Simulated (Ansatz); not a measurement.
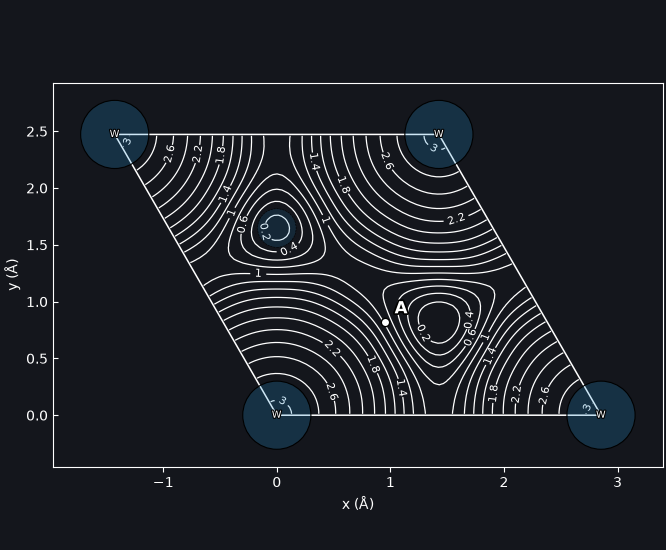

C on a W(111) slab cut from the Fm-3m phase, its upper half relaxed before the scan (3 atoms of substrate and one adsorbate in a 1 × 1 cell). C is moved over the surface cell; relaxed at each place: the height of the adsorbate's atoms; substrate rigid; the origin of the map has the adsorbate above W3. Places are given modulo a cell vector. The map is drawn in real space over the plane of the surface. The scan uses a 6 × 6 grid; 10 points were computed and 26 follow by symmetry. Energies: eV, counted from the lowest grid point. With one adsorbate in each 1 × 1 cell, its nearest image is 2.9 Å away, so neighbouring adsorbates interact. Method: DFT PBE, scalar-relativistic, plane waves, PAW (Ansatz). Settings: cutoff 420 eV, k-mesh 9×9×1, gaussian smearing 0.1 eV, no spin polarisation.

In the figure: contour lines labelled in eV, labelled circles for the atoms of the top layer and small ones for the second layer, the outline of one cell of the plane, the point A. Between grid points the surface is interpolated.

> Which way does the force act at A, and how strong is it?

A, at (3/6, 2/6) of the cell vectors, is not a stationary point. The computed force is 3 eV/Å in the plane, pointing up and right in the picture (components 2.6 and 1.5 eV/Å).
